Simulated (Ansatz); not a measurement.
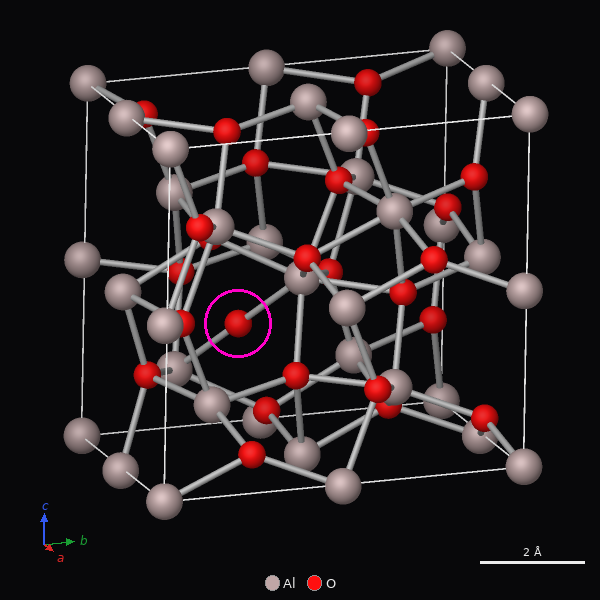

A ball-and-stick rendering, viewed slightly off an axis. The supercell is drawn as a box. The host is Al$_{2}$O$_{3}$, in a cell of 40 sites, and the cell is neutral. A ring marks the defect's site.

Describe the defect.

Answer. An interstitial oxygen atom. It is bonded to two Al in a linear arrangement at about 1.9 Å.

The atoms were relaxed in the host's cell with DFT PBEsol, scalar-relativistic, plane waves, PAW in Ansatz 0.2.0.
